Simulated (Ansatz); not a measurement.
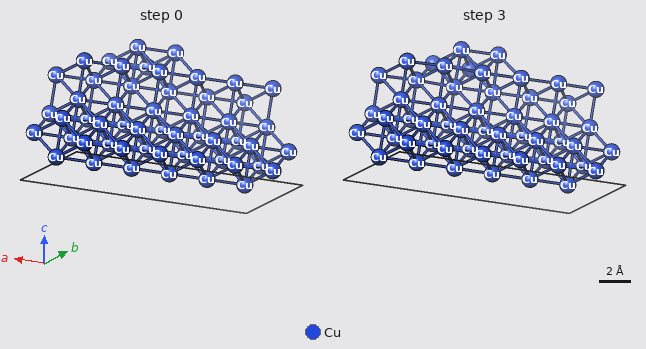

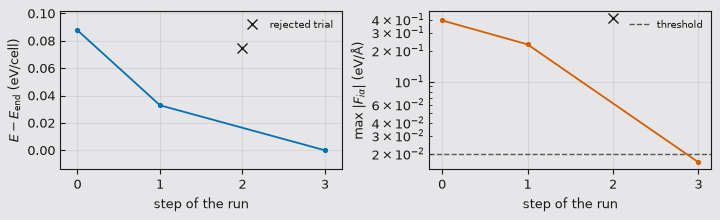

First and last geometry of a constrained relaxation of a slab of composition Cu (cut from the Fm-3m phase), with the history of the run. Style: ball-and-stick. Shown: the 1 × 2 repeat of the cell, outlined in the plane, without the vacuum (origin shifted), from a free direction.

Case: stripe over 2 of 6 cells, two steps. 12 atoms are held fixed.

All numbers below come from DFT PBE, scalar-relativistic, plane waves, PAW in Ansatz. (plane-wave cutoff 420 eV; k-point mesh 3 × 18 × 1; occupations gaussian; smearing width 0.1 eV; no spin polarisation; dipole correction; atoms relaxed in a fixed cell; force threshold 0.02 eV/Å; at most 45 steps)

Question: What do the curves and the structures tell?

Answer: It converged. The energy falls by 87.7 meV per cell of the calculation in 2 accepted moves (3 points after the start). Largest force component: 0.39 eV/Å at the start, 0.017 eV/Å at the end. The line search rejected the trial step at point 2 of the run. The largest move is that of a Cu atom, 0.17 Å at 8° to the normal (−c side). The cell stays as it was. Some distances before and after: Cu–Cu 2.567 → 2.645 Å, Cu–Cu 2.567 → 2.491 Å, Cu–Cu 2.567 → 2.529 Å, Cu–Cu 2.567 → 2.596 Å. The run took 32 min on 4 threads of AMD EPYC (Zen 3) (shared host), peak memory 5.5 GiB.

```
step  E − E(0), meV/atom  largest force component, eV/Å      note
   0                0.00                         0.3933          
   1               -2.11                         0.2303          
   2               -0.51                         0.4122  rejected
   3               -3.37                         0.0166
```
